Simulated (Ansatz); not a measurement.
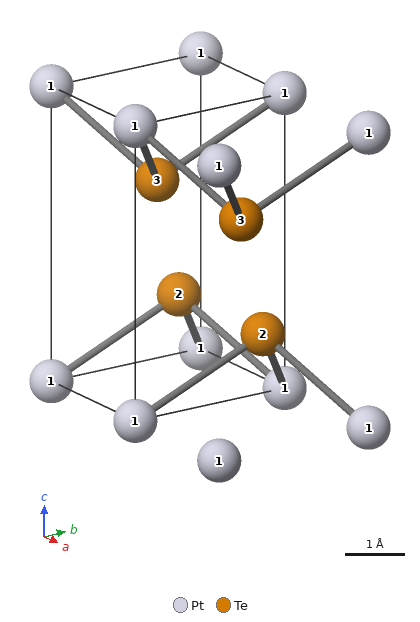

Fig. 1: The structure as given in the input (ball-and-stick view of the cell of the calculation, repeated 2 × 1 × 1, seen slightly off an axis; atoms are numbered from 1 in the order of the input). An atom can appear more than once, as a periodic image. Near neighbours in the periodic cell (some may lie outside the picture): Pt has 6 Te at 2.70 Å; Te has 3 Pt at 2.70 Å.

# PtTe2: geometry relaxation (part 1 of 2)

- system: PtTe2 (3 atoms in the cell)
- method: DFT, r2SCAN+rVV10, plane waves, PAW, no spin polarisation (Ansatz 0.2.0)

The structure was built on a prototype by a generator. The geometry comes from this level: pbe-d3bj. Figures and captions count atoms from 1; the log counts them from 0 in places.

Input file
```yaml
crystal:
  lattice:
    - [4.0482270448, 0.0, 0.0]
    - [-2.0241135224, 3.5058674611, 0.0]
    - [0.0, 0.0, 5.1370244187]
  atoms:
    - { symbol: Pt, position: [0.0, 0.0, 0.0] }
    - { symbol: Te, position: [0.3333333333, 0.6666666667, 0.2648035951] }
    - { symbol: Te, position: [0.6666666667, 0.3333333333, 0.7351964049] }
kpoints:
  mp_grid: { grid: [6, 6, 4] }
hamiltonian:
  xc: r2scan
  dispersion: rvv10
scf:
  occupations: { method: fermi_dirac, width: 0.02 }
relax:
  f_tol: 0.005
  cell: {}
```

Launch command:
```bash
ansatz run input.yaml --threads 2 --pin off --max-ram 2211MiB --backend cpu --events-out ev --progress --plain --runs-dir out
```

What the program printed
```
Engine: ansatz 0.2.0, aarch64-unknown-linux-gnu
Pseudopotentials: kind: paw
Pseudopotential: Pt, paw, valence charge 18, recommended cutoff 500 eV (meta_gga), Pt.paw.azcp
Pseudopotential: Te, paw, valence charge 16, recommended cutoff 500 eV (meta_gga), Te.paw.azcp
Functional definition: r2SCAN+rVV10
  parameter k0 = 0.174
  parameter k1 = 0.065
  parameter a1 = 4.9479
  exchange = r2scan_x(k0 = k0, k1 = k1, a1 = a1)
  correlation = r2scan_c + rvv10(11.95, 0.0093)
Crystal: 3 atoms, lattice volume = 72.907 Å³
Basis set: ecut = 500 eV, 1837 PW (Γ), exchange–correlation on 144×144×180 points (64 copies of the dense FFT grid, shifted against one another)
Bands: 30, of which v1, the nominal top of the filled ones, is band 25 counted from 1 (24 counted from 0)
Symmetry: 12 space group operations
Space group: P-3m1 (ITA 164), of the structure as read, at distance tolerance 4.2e-5 Å
k-points: 24 of 144
Non-local potential: Pt, projectors of the file, l = 0: 3, l = 1: 2, l = 2: 2, l = 3: 1
Non-local potential: Te, projectors of the file, l = 0: 2, l = 1: 2, l = 2: 2, l = 3: 2
PAW form: soft (Blöchl's): semilocal exchange-correlation on the pseudo side does not see the compensation charge
rVV10 density: all electrons in the spheres
PAW frozen core: Pt, regenerated for the run's functional (the file was generated under x = pbe(κ = 0.804, μ = 0.2195149727645171), c = pbe(β = 0.06672455060314922))
PAW frozen core: Te, regenerated for the run's functional (the file was generated under x = pbe(κ = 0.804, μ = 0.2195149727645171), c = pbe(β = 0.06672455060314922))
PAW one-centre angular grid: Pt, 590 points (default); XC on 160 Gauss nodes
PAW one-centre angular grid: Te, 590 points (default); XC on 160 Gauss nodes
Initial density: superposition of atomic densities (neutral atoms: chi_scale 0, normalization atom), corrected by the library's trained network
Initial wavefunctions: pseudopotential atomic-orbital guess
Functional: x = r2scan, c = r2scan + rvv10(b = 11.95, C = 0.0093); τ floored in thin density (d = 2e-4 eV/Å³)
SCF iter   1: F=—  HF=-26520.714672 eV  |F-HF|=—  |Δ(HF+E_count)|=         —  Δρ=5.41e-3  dr2=2.25e-2  dr2_τ=3.15e-2  ethr=1.77e-3  ⟨swp⟩=6.9  Hψ=3202  notcnv=0
preconditioner: auto → Resta (q_TF=auto, 2.562 Å⁻¹)  ε∞=5.6  [insulator: Δε(μ)=0.163 eV  Ē_g=9.490 eV  σ=0.020 eV  W_gap=0.84  n_scr=22 (ndim 8)  ℏωp=20.4 eV  f_vac=0.011  D(μ)=0.60/eV (n_scr^D=0)  ε∞_Penn≈5.6]
SCF iter   2: F=—  HF=-26520.742254 eV  |F-HF|=—  |Δ(HF+E_count)|=   2.76e-2  Δρ=3.45e-3  dr2=3.09e-3  dr2_τ=1.22e-3  ethr=4.50e-5  ⟨swp⟩=3.0  Hψ=1364  notcnv=0  defer=15
preconditioner: auto → LDOS  [insulator: Δε(μ)=0.222 eV  Ē_g=9.463 eV  σ=0.020 eV  W_gap=0.89  n_scr=22 (ndim 8)  ℏωp=20.4 eV  f_vac=0.011  D(μ)=0.63/eV (n_scr^D=2)  ε∞_Penn≈5.6  β→1.0]
SCF iter   3: F=—  HF=-26520.743593 eV  |F-HF|=—  |Δ(HF+E_count)|=   1.34e-3  Δρ=9.68e-4  dr2=2.55e-4  dr2_τ=5.36e-5  ethr=6.18e-6  ⟨swp⟩=2.0  Hψ=1386  notcnv=0  defer=15
SCF iter   4: F=—  HF=-26520.743760 eV  |F-HF|=—  |Δ(HF+E_count)|=   1.68e-4  Δρ=3.48e-4  dr2=9.88e-5  dr2_τ=9.58e-6  ethr=5.09e-7  ⟨swp⟩=2.0  Hψ=1223  notcnv=0  defer=15
SCF iter   5: F=—  HF=-26520.743733 eV  |F-HF|=—  |Δ(HF+E_count)|=   2.67e-5  Δρ=5.20e-5  dr2=2.87e-6  dr2_τ=1.74e-7  ethr=1.98e-7  ⟨swp⟩=2.0  Hψ=1209  notcnv=0  defer=15
SCF iter   6: F=-26520.743733 eV  HF=-26520.743733 eV  |F-HF|=7.71e-8  |Δ(HF+E_count)|=   3.54e-7  Δρ=1.22e-5  dr2=5.72e-8  dr2_τ=5.34e-9  ethr=2.00e-10  ⟨swp⟩=3.9  Hψ=3285  notcnv=0
SCF 1 converged in 6 iterations: F = -26520.743733 eV  dr2 = 5.72e-8
  greatest PAW one-centre occupation: 1.000 electrons in one spin orbital (limit 2), on the Pt atom at site 0 (counted from 0), in its partial waves of l = 0
relax step   1: F+E_penalty+E_count = -26520.74373318 eV  Δ(F+E_penalty+E_count) = +0.000e0 eV  max|allowed force component| = 1.937e-1 eV/Å  Δτ_max = 0.0000 Å  P = +0.668 GPa  Ω = 72.907 Å³  (6 SCF iters, dr2 threshold 1.00e-7 eV, accepted)
Crystal: 3 atoms, lattice volume = 78.593 Å³
Basis set: ecut = 500 eV, 1993 PW (Γ), exchange–correlation on 144×144×180 points (64 copies of the dense FFT grid, shifted against one another)
rVV10 density: all electrons in the spheres
Initial density: handed on by an earlier stage of this run
Initial wavefunctions: those handed on with the density
iter 1 solved again at ethr=1.12e-4 eV; its pass at ethr=3.10e-3 eV (dr2=5.59e-2 eV) is discarded
SCF iter   1: F=—  HF=-26519.677144 eV  |F-HF|=—  |Δ(HF+E_count)|=         —  Δρ=9.12e-3  dr2=5.70e-2  dr2_τ=6.66e-1  ethr=1.12e-4  ⟨swp⟩=2.0  Hψ=4155  notcnv=0
preconditioner: auto → LDOS  [insulator: Δε(μ)=0.064 eV  Ē_g=9.307 eV  σ=0.020 eV  W_gap=0.59  n_scr=22 (ndim 8)  ℏωp=19.6 eV  f_vac=0.040  D(μ)=1.96/eV (n_scr^D=20)  ε∞_Penn≈5.5  β→1.0]
SCF iter   2: F=—  HF=-26520.658342 eV  |F-HF|=—  |Δ(HF+E_count)|=   9.81e-1  Δρ=7.51e-3  dr2=6.91e-2  dr2_τ=6.28e-3  ethr=1.12e-4  ⟨swp⟩=3.1  Hψ=1599  notcnv=0
SCF iter   3: F=—  HF=-26520.644125 eV  |F-HF|=—  |Δ(HF+E_count)|=   1.42e-2  Δρ=2.45e-3  dr2=4.54e-3  dr2_τ=1.44e-4  ethr=1.12e-4  ⟨swp⟩=3.0  Hψ=1535  notcnv=0  defer=12
SCF iter   4: F=—  HF=-26520.643855 eV  |F-HF|=—  |Δ(HF+E_count)|=   2.70e-4  Δρ=6.58e-4  dr2=1.94e-4  dr2_τ=5.08e-5  ethr=9.07e-6  ⟨swp⟩=2.5  Hψ=1195  notcnv=0  defer=14
SCF iter   5: F=—  HF=-26520.643815 eV  |F-HF|=—  |Δ(HF+E_count)|=   3.98e-5  Δρ=2.02e-4  dr2=6.44e-5  dr2_τ=1.33e-6  ethr=3.87e-7  ⟨swp⟩=2.0  Hψ=1220  notcnv=0  defer=14
SCF iter   6: F=—  HF=-26520.643804 eV  |F-HF|=—  |Δ(HF+E_count)|=   1.09e-5  Δρ=4.60e-5  dr2=2.07e-6  dr2_τ=1.64e-7  ethr=1.29e-7  ⟨swp⟩=2.0  Hψ=1210  notcnv=0  defer=14
SCF iter   7: F=-26520.643805 eV  HF=-26520.643805 eV  |F-HF|=4.38e-8  |Δ(HF+E_count)|=   5.82e-7  Δρ=1.23e-5  dr2=1.62e-7  dr2_τ=1.25e-8  ethr=6.00e-10  ⟨swp⟩=5.0  Hψ=2655  notcnv=0
SCF 2 converged in 7 iterations: F = -26520.643805 eV  dr2 = 1.62e-7
relax step   2: F+E_penalty+E_count = -26520.64380463 eV  Δ(F+E_penalty+E_count) = +9.993e-2 eV  max|allowed force component| = 9.549e-1 eV/Å  Δτ_max = 0.1580 Å  P = +0.729 GPa  Ω = 78.593 Å³  energy of the carried Pulay correction = -1.057e-3 eV  (7 SCF iters, dr2 threshold 3.00e-7 eV, rejected (line search))
Crystal: 3 atoms, lattice volume = 74.805 Å³
Basis set: ecut = 500 eV, 1909 PW (Γ), exchange–correlation on 144×144×180 points (64 copies of the dense FFT grid, shifted against one another)
rVV10 density: all electrons in the spheres
iter 1 solved again at ethr=3.06e-5 eV; its pass at ethr=3.10e-3 eV (dr2=1.53e-2 eV) is discarded
SCF iter   1: F=—  HF=-26520.593025 eV  |F-HF|=—  |Δ(HF+E_count)|=         —  Δρ=6.42e-3  dr2=1.54e-2  dr2_τ=3.30e-1  ethr=3.06e-5  ⟨swp⟩=2.0  Hψ=4077  notcnv=0
preconditioner: auto → Resta (q_TF=auto, 2.551 Å⁻¹)  ε∞=5.6  [insulator: Δε(μ)=0.215 eV  Ē_g=9.415 eV  σ=0.020 eV  W_gap=0.83  n_scr=22 (ndim 8)  ℏωp=20.1 eV  f_vac=0.013  D(μ)=0.58/eV (n_scr^D=0)  ε∞_Penn≈5.6]
SCF iter   2: F=—  HF=-26520.757639 eV  |F-HF|=—  |Δ(HF+E_count)|=   1.65e-1  Δρ=4.05e-3  dr2=7.27e-3  dr2_τ=3.20e-4  ethr=3.06e-5  ⟨swp⟩=3.1  Hψ=1563  notcnv=0
SCF iter   3: F=—  HF=-26520.758845 eV  |F-HF|=—  |Δ(HF+E_count)|=   1.21e-3  Δρ=1.80e-3  dr2=1.34e-3  dr2_τ=2.73e-4  ethr=1.45e-5  ⟨swp⟩=2.0  Hψ=1027  notcnv=0
SCF iter   4: F=—  HF=-26520.759323 eV  |F-HF|=—  |Δ(HF+E_count)|=   4.79e-4  Δρ=4.93e-4  dr2=2.31e-4  dr2_τ=4.80e-5  ethr=2.67e-6  ⟨swp⟩=2.0  Hψ=1409  notcnv=0
SCF iter   5: F=—  HF=-26520.759331 eV  |F-HF|=—  |Δ(HF+E_count)|=   7.12e-6  Δρ=1.29e-4  dr2=1.26e-5  dr2_τ=5.84e-7  ethr=4.62e-7  ⟨swp⟩=2.0  Hψ=892  notcnv=0
SCF iter   6: F=—  HF=-26520.759331 eV  |F-HF|=—  |Δ(HF+E_count)|=   1.32e-7  Δρ=4.20e-5  dr2=1.68e-6  dr2_τ=5.00e-8  ethr=2.52e-8  ⟨swp⟩=2.0  Hψ=992  notcnv=0
SCF iter   7: F=—  HF=-26520.759330 eV  |F-HF|=—  |Δ(HF+E_count)|=   1.05e-6  Δρ=1.21e-5  dr2=1.34e-7  dr2_τ=3.49e-9  ethr=3.36e-9  ⟨swp⟩=2.3  Hψ=1174  notcnv=0
SCF iter   8: F=—  HF=-26520.759330 eV  |F-HF|=—  |Δ(HF+E_count)|=   1.90e-8  Δρ=3.76e-6  dr2=1.45e-8  dr2_τ=6.86e-10  ethr=2.68e-10  ⟨swp⟩=2.0  Hψ=960  notcnv=0
SCF iter   9: F=—  HF=-26520.759330 eV  |F-HF|=—  |Δ(HF+E_count)|=   1.45e-9  Δρ=1.17e-6  dr2=1.40e-9  dr2_τ=2.90e-11  ethr=2.91e-11  ⟨swp⟩=2.8  Hψ=1123  notcnv=0
SCF iter  10: F=—  HF=-26520.759330 eV  |F-HF|=—  |Δ(HF+E_count)|=  2.55e-11  Δρ=2.58e-7  dr2=6.39e-11  dr2_τ=3.77e-12  ethr=2.79e-12  ⟨swp⟩=2.1  Hψ=1176  notcnv=0
SCF iter  11: F=-26520.759330 eV  HF=-26520.759330 eV  |F-HF|=2.91e-11  |Δ(HF+E_count)|=  1.46e-11  Δρ=5.59e-8  dr2=3.36e-12  dr2_τ=1.19e-13  ethr=1.00e-12  ⟨swp⟩=6.1  Hψ=3090  notcnv=0
SCF 3 converged in 11 iterations: F = -26520.759330 eV  dr2 = 3.36e-12
relax step   3: F+E_penalty+E_count = -26520.75932972 eV  Δ(F+E_penalty+E_count) = -1.560e-2 eV  max|allowed force component| = 4.725e-2 eV/Å  Δτ_max = 0.0403 Å  P = -0.048 GPa  Ω = 74.805 Å³  energy of the carried Pulay correction = -3.618e-4 eV  (11 SCF iters, accepted)
Crystal: 3 atoms, lattice volume = 74.921 Å³
rVV10 density: all electrons in the spheres
iter 1 solved again at ethr=1.01e-7 eV; its pass at ethr=3.10e-3 eV (dr2=5.05e-5 eV) is discarded
SCF iter   1: F=—  HF=-26520.759422 eV  |F-HF|=—  |Δ(HF+E_count)|=         —  Δρ=3.51e-4  dr2=5.48e-5  dr2_τ=1.54e-3  ethr=1.01e-7  ⟨swp⟩=3.3  Hψ=4245  notcnv=0
preconditioner: auto → LDOS  [insulator: Δε(μ)=0.158 eV  Ē_g=9.397 eV  σ=0.020 eV  W_gap=0.83  n_scr=22 (ndim 8)  ℏωp=20.1 eV  f_vac=0.015  D(μ)=0.59/eV (n_scr^D=2)  ε∞_Penn≈5.6  β→1.0]
SCF iter   2: F=—  HF=-26520.760683 eV  |F-HF|=—  |Δ(HF+E_count)|=   1.26e-3  Δρ=1.72e-4  dr2=2.28e-5  dr2_τ=8.97e-7  ethr=1.01e-7  ⟨swp⟩=2.6  Hψ=1373  notcnv=0
SCF iter   3: F=—  HF=-26520.760679 eV  |F-HF|=—  |Δ(HF+E_count)|=   4.44e-6  Δρ=5.98e-5  dr2=1.56e-6  dr2_τ=1.06e-7  ethr=4.55e-8  ⟨swp⟩=2.0  Hψ=941  notcnv=0
SCF iter   4: F=—  HF=-26520.760680 eV  |F-HF|=—  |Δ(HF+E_count)|=   8.46e-7  Δρ=1.97e-5  dr2=3.76e-7  dr2_τ=1.43e-8  ethr=6.00e-10  ⟨swp⟩=5.0  Hψ=2759  notcnv=0
SCF iter   5: F=-26520.760680 eV  HF=-26520.760680 eV  |F-HF|=1.55e-8  |Δ(HF+E_count)|=   4.02e-8  Δρ=6.13e-6  dr2=2.83e-8  dr2_τ=1.74e-9  ethr=6.00e-10  ⟨swp⟩=4.9  Hψ=2353  notcnv=0
SCF 4 converged in 5 iterations: F = -26520.760680 eV  dr2 = 2.83e-8
relax step   4: F+E_penalty+E_count = -26520.76067982 eV  Δ(F+E_penalty+E_count) = -1.350e-3 eV  max|allowed force component| = 2.048e-2 eV/Å  Δτ_max = 0.0002 Å  P = -0.053 GPa  Ω = 74.921 Å³  energy of the carried Pulay correction = -3.836e-4 eV  (5 SCF iters, dr2 threshold 3.00e-7 eV, accepted)
Crystal: 3 atoms, lattice volume = 74.962 Å³
Basis set: ecut = 500 eV, 1897 PW (Γ), exchange–correlation on 144×144×180 points (64 copies of the dense FFT grid, shifted against one another)
rVV10 density: all electrons in the spheres
iter 1 solved again at ethr=8.57e-8 eV; its pass at ethr=3.10e-3 eV (dr2=4.28e-5 eV) is discarded
SCF iter   1: F=—  HF=-26520.760224 eV  |F-HF|=—  |Δ(HF+E_count)|=         —  Δρ=3.14e-4  dr2=4.70e-5  dr2_τ=1.13e-3  ethr=8.57e-8  ⟨swp⟩=3.1  Hψ=4212  notcnv=0
preconditioner: auto → LDOS  [insulator: Δε(μ)=0.147 eV  Ē_g=9.399 eV  σ=0.020 eV  W_gap=0.83  n_scr=22 (ndim 8)  ℏωp=20.1 eV  f_vac=0.015  D(μ)=0.59/eV (n_scr^D=2)  ε∞_Penn≈5.6  β→1.0]
SCF iter   2: F=—  HF=-26520.761111 eV  |F-HF|=—  |Δ(HF+E_count)|=   8.87e-4  Δρ=1.57e-4  dr2=2.06e-5  dr2_τ=1.42e-6  ethr=8.57e-8  ⟨swp⟩=2.5  Hψ=1352  notcnv=0
SCF iter   3: F=—  HF=-26520.761107 eV  |F-HF|=—  |Δ(HF+E_count)|=   4.01e-6  Δρ=5.47e-5  dr2=1.35e-6  dr2_τ=1.23e-7  ethr=4.13e-8  ⟨swp⟩=2.0  Hψ=947  notcnv=0
SCF iter   4: F=—  HF=-26520.761108 eV  |F-HF|=—  |Δ(HF+E_count)|=   6.62e-7  Δρ=2.18e-5  dr2=4.45e-7  dr2_τ=1.06e-7  ethr=2.69e-9  ⟨swp⟩=2.0  Hψ=1253  notcnv=0
SCF iter   5: F=-26520.761108 eV  HF=-26520.761108 eV  |F-HF|=8.93e-9  |Δ(HF+E_count)|=   8.76e-8  Δρ=6.24e-6  dr2=2.51e-8  dr2_τ=3.08e-9  ethr=2.85e-10  ⟨swp⟩=3.0  Hψ=2956  notcnv=0
SCF 5 converged in 5 iterations: F = -26520.761108 eV  dr2 = 2.51e-8
relax step   5: F+E_penalty+E_count = -26520.76110799 eV  Δ(F+E_penalty+E_count) = -4.282e-4 eV  max|allowed force component| = 3.367e-3 eV/Å  Δτ_max = 0.0001 Å  P = +0.027 GPa  Ω = 74.962 Å³  energy of the carried Pulay correction = -3.912e-4 eV  (5 SCF iters, dr2 threshold 1.42e-7 eV, accepted)
rVV10 density: all electrons in the spheres
Initial wavefunctions: pseudopotential atomic-orbital guess (no wavefunctions were taken with the density)
iter 1 solved again at ethr=8.54e-8 eV; its pass at ethr=3.10e-3 eV (dr2=4.27e-5 eV) is discarded
SCF iter   1: F=—  HF=-26520.761563 eV  |F-HF|=—  |Δ(HF+E_count)|=         —  Δρ=8.18e-5  dr2=4.10e-7  dr2_τ=3.37e-6  ethr=8.54e-8  ⟨swp⟩=3.9  Hψ=5058  notcnv=0
SCF iter   2: F=—  HF=-26520.761582 eV  |F-HF|=—  |Δ(HF+E_count)|=   1.90e-5  Δρ=1.05e-5  dr2=5.83e-8  dr2_τ=1.63e-8  ethr=8.20e-10  ⟨swp⟩=2.2  Hψ=1325  notcnv=0
SCF iter   3: F=—  HF=-26520.761582 eV  |F-HF|=—  |Δ(HF+E_count)|=   1.52e-8  Δρ=4.64e-6  dr2=2.08e-8  dr2_τ=4.58e-9  ethr=1.17e-10  ⟨swp⟩=2.0  Hψ=1316  notcnv=0
SCF iter   4: F=—  HF=-26520.761582 eV  |F-HF|=—  |Δ(HF+E_count)|=   2.87e-9  Δρ=9.98e-7  dr2=6.26e-10  dr2_τ=4.07e-11  ethr=4.17e-11  ⟨swp⟩=2.0  Hψ=858  notcnv=0
SCF iter   5: F=—  HF=-26520.761582 eV  |F-HF|=—  |Δ(HF+E_count)|=  1.67e-10  Δρ=1.91e-7  dr2=3.54e-11  dr2_τ=1.94e-12  ethr=1.25e-12  ⟨swp⟩=2.0  Hψ=1294  notcnv=0
SCF iter   6: F=-26520.761582 eV  HF=-26520.761582 eV  |F-HF|=1.82e-11  |Δ(HF+E_count)|=  3.64e-12  Δρ=5.25e-8  dr2=2.31e-12  dr2_τ=1.06e-13  ethr=1.00e-12  ⟨swp⟩=6.1  Hψ=3101  notcnv=0
SCF 6 converged in 6 iterations: F = -26520.761582 eV  dr2 = 2.31e-12
```
